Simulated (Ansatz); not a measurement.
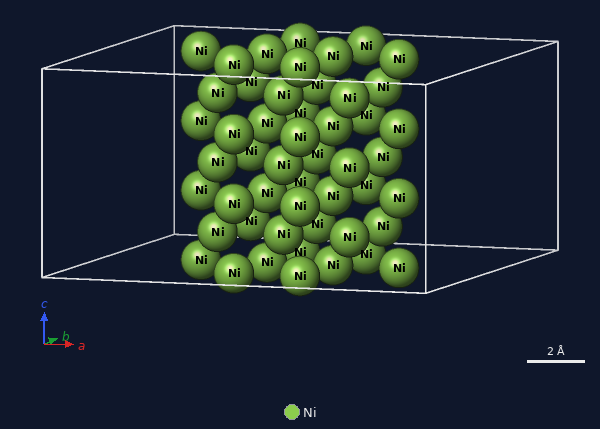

Fig. 1: The structure as given in the input (spheres-only view of the 3 repeat of the cell, with the vacuum cut short, seen slightly off an axis). An atom can appear more than once, as a periodic image.

## Run report: Ni, geometry relaxation (part 1 of 4)

- system: Ni (14 atoms in the cell)
- method: DFT PBE, scalar-relativistic, plane waves, PAW, spin-polarised (Ansatz 0.2.0)

The structure derives from an entry of the Crystallography Open Database. It belongs to a series of runs on one base structure; here: wire along [1 1 0], 14 atoms a period. Figures and captions count atoms from 1; the log counts them from 0 in places.

What the program printed:
```
Engine: ansatz 0.2.0, x86_64-unknown-linux-gnu
Pseudopotentials: kind: paw
Pseudopotential: Ni, paw, valence charge 18, recommended cutoff 420 eV (normal), Ni.paw.azcp
Functional definition: PBE
  parameter kappa = 0.804
  parameter beta = 0.06672455060314922
  exchange = pbe_x(kappa = kappa, mu = beta*pi^2/3)
  correlation = pbe_c(beta = beta)
Crystal: 14 atoms, lattice volume = 669.131 Å³
Basis set: ecut = 420 eV, 13029 PW (Γ), exchange–correlation on 240×240×36 points (8 copies of the dense FFT grid, shifted against one another)
Bands: 158, of which v1, the nominal top of the filled ones, is band 126 counted from 1 (125 counted from 0)
Symmetry: 8 space group operations
Space group: Pmmm (ITA 47), of the structure as read, at distance tolerance 8.7e-5 Å
Magnetic group: BNS 47.249 (UNI 347), of the structure as read, at distance tolerance 8.7e-5 Å
k-points: 12 of 22
Non-local potential: Ni, projectors of the file, l = 0: 3, l = 1: 2, l = 2: 3, l = 3: 1
PAW form: soft (Blöchl's): semilocal exchange-correlation on the pseudo side does not see the compensation charge
PAW one-centre angular grid: Ni, 590 points (default); XC on 64 Gauss nodes
Initial density: superposition of atomic densities (neutral atoms: chi_scale 0, normalization atom)
Starting moments: Σ|m| = 10.5 μB on 14 of 14 sites
Initial wavefunctions: pseudopotential atomic-orbital guess
Functional: x = pbe(κ = 0.804, μ = 0.2195149727645171), c = pbe(β = 0.06672455060314922)
SCF iter   1: F=—  HF=-81754.643561 eV  |F-HF|=—  |Δ(HF+E_count)|=         —  Δρ=4.96e-2 (↑3.04e-2 ↓4.96e-2)  dr2=7.79e1  dr2_m=1.91e0  M=7.771 μB ∫|m|=8.212 μB  β_m=0.30  ethr=3.10e-3  ⟨swp⟩=9.0  Hψ=18873  notcnv=0  defer=180
preconditioner: auto → LDOS  [metal: Δε(μ)=0.004 eV  Ē_g=7.564 eV  σ=0.050 eV  W_gap=0.05  n_scr=116 (ndim 8)  ℏωp=17.0 eV  f_vac=0.674  D(μ)=38.41/eV (n_scr^D=398)]
spin=Collinear: LDOS preconditioning applied to the charge; magnetization (m = ρ↑ − ρ↓) channel mixes plain (no charge-response kernel on spin).
SCF iter   2: F=—  HF=-81747.679804 eV  |F-HF|=—  |Δ(HF+E_count)|=    6.96e0  Δρ=2.75e-2 (↑1.48e-2 ↓2.75e-2)  dr2=2.71e1  dr2_m=7.45e-1  M=9.097 μB ∫|m|=9.588 μB  β_m=0.30  ethr=3.10e-3  ⟨swp⟩=3.0  Hψ=6187  notcnv=0  defer=526
SCF iter   3: F=—  HF=-81745.795701 eV  |F-HF|=—  |Δ(HF+E_count)|=    1.88e0  Δρ=1.26e-2 (↑1.26e-2 ↓7.49e-3)  dr2=1.36e0  dr2_m=3.18e-1  M=9.643 μB ∫|m|=10.293 μB  β_m=1.00  ethr=3.10e-3  ⟨swp⟩=3.0  Hψ=5301  notcnv=0  defer=526
SCF iter   4: F=—  HF=-81745.763655 eV  |F-HF|=—  |Δ(HF+E_count)|=   3.20e-2  Δρ=6.42e-3 (↑4.70e-3 ↓6.42e-3)  dr2=4.14e-1  dr2_m=1.15e-1  M=9.728 μB ∫|m|=10.723 μB  β_m=0.30  ethr=5.41e-4  ⟨swp⟩=3.1  Hψ=5699  notcnv=0  defer=502
SCF iter   5: F=—  HF=-81745.901262 eV  |F-HF|=—  |Δ(HF+E_count)|=   1.38e-1  Δρ=6.56e-3 (↑4.59e-3 ↓6.56e-3)  dr2=3.86e-1  dr2_m=1.23e-1  M=9.868 μB ∫|m|=10.903 μB  β_m=0.30  ethr=1.64e-4  ⟨swp⟩=2.0  Hψ=4451  notcnv=0  defer=502
SCF iter   6: F=—  HF=-81746.025794 eV  |F-HF|=—  |Δ(HF+E_count)|=   1.25e-1  Δρ=4.38e-3 (↑3.65e-3 ↓4.38e-3)  dr2=1.45e-1  dr2_m=7.28e-2  M=10.016 μB ∫|m|=11.097 μB  β_m=1.00  ethr=1.53e-4  ⟨swp⟩=2.0  Hψ=4042  notcnv=0  defer=502
SCF iter   7: F=—  HF=-81746.030168 eV  |F-HF|=—  |Δ(HF+E_count)|=   4.37e-3  Δρ=2.23e-3 (↑1.78e-3 ↓2.23e-3)  dr2=9.62e-2  dr2_m=6.47e-3  M=10.055 μB ∫|m|=11.235 μB  β_m=0.30  ethr=5.77e-5  ⟨swp⟩=2.0  Hψ=4254  notcnv=0  defer=502
SCF iter   8: F=—  HF=-81746.068709 eV  |F-HF|=—  |Δ(HF+E_count)|=   3.85e-2  Δρ=1.57e-3 (↑1.57e-3 ↓1.36e-3)  dr2=1.28e-2  dr2_m=1.01e-2  M=10.077 μB ∫|m|=11.293 μB  β_m=0.30  ethr=3.82e-5  ⟨swp⟩=1.9  Hψ=3601  notcnv=0  defer=502
SCF iter   9: F=—  HF=-81746.092182 eV  |F-HF|=—  |Δ(HF+E_count)|=   2.35e-2  Δρ=1.83e-3 (↑1.35e-3 ↓1.83e-3)  dr2=2.09e-2  dr2_m=1.24e-2  M=10.093 μB ∫|m|=11.347 μB  β_m=0.30  ethr=5.10e-6  ⟨swp⟩=2.0  Hψ=4929  notcnv=0  defer=502
SCF iter  10: F=—  HF=-81746.103019 eV  |F-HF|=—  |Δ(HF+E_count)|=   1.08e-2  Δρ=2.01e-3 (↑1.12e-3 ↓2.01e-3)  dr2=2.56e-2  dr2_m=1.14e-2  M=10.098 μB ∫|m|=11.373 μB  β_m=0.30  ethr=5.10e-6  ⟨swp⟩=1.6  Hψ=3397  notcnv=0  defer=502
Mixer restart at iter 10: flushing history
spin-set hold released at iteration 10 (site moments contracting): the magnetisation degrees of freedom join the quasi-Newton model from the next iteration; the mixer history was flushed
SCF iter  11: F=—  HF=-81746.109123 eV  |F-HF|=—  |Δ(HF+E_count)|=   6.10e-3  Δρ=2.12e-3 (↑9.38e-4 ↓2.12e-3)  dr2=3.49e-2  dr2_m=1.03e-2  M=10.105 μB ∫|m|=11.399 μB  β_m=0.65  ethr=5.10e-6  ⟨swp⟩=1.0  Hψ=3290  notcnv=0  defer=502
SCF iter  12: F=—  HF=-81746.114594 eV  |F-HF|=—  |Δ(HF+E_count)|=   5.47e-3  Δρ=2.12e-3 (↑7.07e-4 ↓2.12e-3)  dr2=4.80e-2  dr2_m=7.45e-3  M=10.119 μB ∫|m|=11.443 μB  β_m=0.82  ethr=5.10e-6  ⟨swp⟩=1.8  Hψ=3398  notcnv=0  defer=502
SCF iter  13: F=—  HF=-81746.120087 eV  |F-HF|=—  |Δ(HF+E_count)|=   5.49e-3  Δρ=1.45e-3 (↑1.21e-3 ↓1.45e-3)  dr2=2.95e-2  dr2_m=6.22e-4  M=10.126 μB ∫|m|=11.493 μB  β_m=0.64  ethr=5.10e-6  ⟨swp⟩=2.0  Hψ=5220  notcnv=0  defer=502
SCF iter  14: F=—  HF=-81746.118750 eV  |F-HF|=—  |Δ(HF+E_count)|=   1.34e-3  Δρ=1.22e-3 (↑5.54e-4 ↓1.22e-3)  dr2=1.07e-2  dr2_m=1.57e-3  M=10.158 μB ∫|m|=11.524 μB  β_m=0.51  ethr=5.10e-6  ⟨swp⟩=2.2  Hψ=6246  notcnv=0  defer=497
SCF iter  15: F=—  HF=-81746.118217 eV  |F-HF|=—  |Δ(HF+E_count)|=   5.33e-4  Δρ=5.04e-4 (↑2.48e-4 ↓5.04e-4)  dr2=7.21e-4  dr2_m=7.24e-4  M=10.144 μB ∫|m|=11.512 μB  β_m=0.75  ethr=4.26e-6  ⟨swp⟩=2.3  Hψ=5267  notcnv=0  defer=490
SCF iter  16: F=—  HF=-81746.119686 eV  |F-HF|=—  |Δ(HF+E_count)|=   1.47e-3  Δρ=6.68e-4 (↑4.23e-4 ↓6.68e-4)  dr2=4.77e-3  dr2_m=2.89e-4  M=10.155 μB ∫|m|=11.528 μB  β_m=0.75  ethr=2.86e-7  ⟨swp⟩=3.0  Hψ=7867  notcnv=0  defer=490
SCF iter  17: F=—  HF=-81746.118806 eV  |F-HF|=—  |Δ(HF+E_count)|=   8.80e-4  Δρ=3.28e-4 (↑9.02e-5 ↓3.28e-4)  dr2=1.42e-3  dr2_m=1.18e-4  M=10.150 μB ∫|m|=11.526 μB  β_m=0.88  ethr=2.86e-7  ⟨swp⟩=2.8  Hψ=6543  notcnv=0  defer=490
SCF iter  18: F=—  HF=-81746.118852 eV  |F-HF|=—  |Δ(HF+E_count)|=   4.64e-5  Δρ=3.26e-4 (↑1.39e-4 ↓3.26e-4)  dr2=1.25e-3  dr2_m=8.59e-5  M=10.151 μB ∫|m|=11.528 μB  β_m=0.66  ethr=2.86e-7  ⟨swp⟩=2.0  Hψ=4536  notcnv=0  defer=490
SCF iter  19: F=—  HF=-81746.118875 eV  |F-HF|=—  |Δ(HF+E_count)|=   2.31e-5  Δρ=1.05e-4 (↑1.05e-4 ↓8.91e-5)  dr2=1.36e-4  dr2_m=1.37e-5  M=10.151 μB ∫|m|=11.528 μB  β_m=0.61  ethr=2.86e-7  ⟨swp⟩=1.9  Hψ=3933  notcnv=0  defer=490
SCF iter  20: F=—  HF=-81746.118898 eV  |F-HF|=—  |Δ(HF+E_count)|=   2.30e-5  Δρ=1.54e-4 (↑3.15e-5 ↓1.54e-4)  dr2=1.95e-4  dr2_m=3.94e-5  M=10.152 μB ∫|m|=11.528 μB  β_m=0.81  ethr=5.39e-8  ⟨swp⟩=2.0  Hψ=5005  notcnv=0  defer=490
SCF iter  21: F=—  HF=-81746.118918 eV  |F-HF|=—  |Δ(HF+E_count)|=   1.97e-5  Δρ=2.12e-4 (↑6.72e-5 ↓2.12e-4)  dr2=4.81e-4  dr2_m=4.06e-5  M=10.152 μB ∫|m|=11.529 μB  β_m=0.90  ethr=5.39e-8  ⟨swp⟩=2.0  Hψ=4615  notcnv=0  defer=490
SCF iter  22: F=—  HF=-81746.118919 eV  |F-HF|=—  |Δ(HF+E_count)|=   7.93e-7  Δρ=1.54e-4 (↑5.83e-5 ↓1.54e-4)  dr2=2.36e-4  dr2_m=1.61e-5  M=10.153 μB ∫|m|=11.529 μB  β_m=0.65  ethr=5.39e-8  ⟨swp⟩=2.0  Hψ=4586  notcnv=0  defer=490
SCF iter  23: F=—  HF=-81746.118897 eV  |F-HF|=—  |Δ(HF+E_count)|=   2.19e-5  Δρ=7.15e-5 (↑2.34e-5 ↓7.15e-5)  dr2=4.19e-5  dr2_m=4.56e-6  M=10.152 μB ∫|m|=11.528 μB  β_m=0.56  ethr=5.39e-8  ⟨swp⟩=2.0  Hψ=4830  notcnv=0  defer=490
SCF iter  24: F=—  HF=-81746.118966 eV  |F-HF|=—  |Δ(HF+E_count)|=   6.94e-5  Δρ=2.89e-5 (↑1.48e-5 ↓2.89e-5)  dr2=9.02e-6  dr2_m=1.14e-6  M=10.152 μB ∫|m|=11.529 μB  β_m=0.73  ethr=1.66e-8  ⟨swp⟩=2.0  Hψ=4128  notcnv=0  defer=490
SCF iter  25: F=—  HF=-81746.118968 eV  |F-HF|=—  |Δ(HF+E_count)|=   1.78e-6  Δρ=2.39e-5 (↑1.80e-5 ↓2.39e-5)  dr2=7.36e-6  dr2_m=4.73e-7  M=10.152 μB ∫|m|=11.528 μB  β_m=0.57  ethr=3.58e-9  ⟨swp⟩=2.1  Hψ=4908  notcnv=0  defer=490
SCF iter  26: F=—  HF=-81746.118969 eV  |F-HF|=—  |Δ(HF+E_count)|=   8.72e-7  Δρ=1.97e-5 (↑6.30e-6 ↓1.97e-5)  dr2=3.63e-6  dr2_m=4.55e-7  M=10.153 μB ∫|m|=11.529 μB  β_m=0.63  ethr=2.92e-9  ⟨swp⟩=2.0  Hψ=4961  notcnv=0  defer=490
SCF iter  27: F=—  HF=-81746.118969 eV  |F-HF|=—  |Δ(HF+E_count)|=   1.44e-8  Δρ=1.25e-5 (↑6.18e-6 ↓1.25e-5)  dr2=1.82e-6  dr2_m=9.91e-8  M=10.153 μB ∫|m|=11.529 μB  β_m=0.51  ethr=1.44e-9  ⟨swp⟩=2.0  Hψ=4426  notcnv=0  defer=490
SCF iter  28: F=—  HF=-81746.118969 eV  |F-HF|=—  |Δ(HF+E_count)|=   1.54e-7  Δρ=6.43e-6 (↑5.13e-6 ↓6.43e-6)  dr2=6.93e-7  dr2_m=4.18e-8  M=10.153 μB ∫|m|=11.529 μB  β_m=0.44  ethr=7.24e-10  ⟨swp⟩=2.0  Hψ=4494  notcnv=0  defer=490
SCF iter  29: F=-81746.118969 eV  HF=-81746.118969 eV  |F-HF|=1.02e-7  |Δ(HF+E_count)|=   2.18e-7  Δρ=3.15e-6 (↑3.15e-6 ↓1.85e-6)  dr2=6.92e-8  dr2_m=2.25e-8  M=10.153 μB ∫|m|=11.529 μB  ethr=3.97e-11  ⟨swp⟩=21.8  Hψ=36303  notcnv=0
SCF 1 converged in 29 iterations: F = -81746.118969 eV  dr2 = 6.92e-8
  greatest PAW one-centre occupation: 1.001 electrons in one spin orbital (limit 2), on the Ni atom at site 12 (counted from 0), in its partial waves of l = 1
relax step   1: F+E_penalty+E_count = -81746.11896914 eV  Δ(F+E_penalty+E_count) = +0.000e0 eV  max|allowed force component| = 7.566e-1 eV/Å  Δτ_max = 0.0000 Å  P = -2.013 GPa  Ω = 669.131 Å³  fix = [a, b, alpha, beta, gamma]  reactions: a -1.659, b -1.759 GPa  (29 SCF iters, dr2 threshold 1.00e-7 eV, accepted)
Crystal: 14 atoms, lattice volume = 661.361 Å³
Basis set: ecut = 420 eV, 12865 PW (Γ), exchange–correlation on 240×240×36 points (8 copies of the dense FFT grid, shifted against one another)
Initial density: handed on by an earlier stage of this run
Starting moments: Σ|m| = 10.5 μB on 14 of 14 sites; this step starts from the density that it was given
Initial wavefunctions: those handed on with the density
iter 1 solved again at ethr=3.10e-4 eV; its pass at ethr=3.10e-3 eV (dr2=7.81e-1 eV) is discarded
```
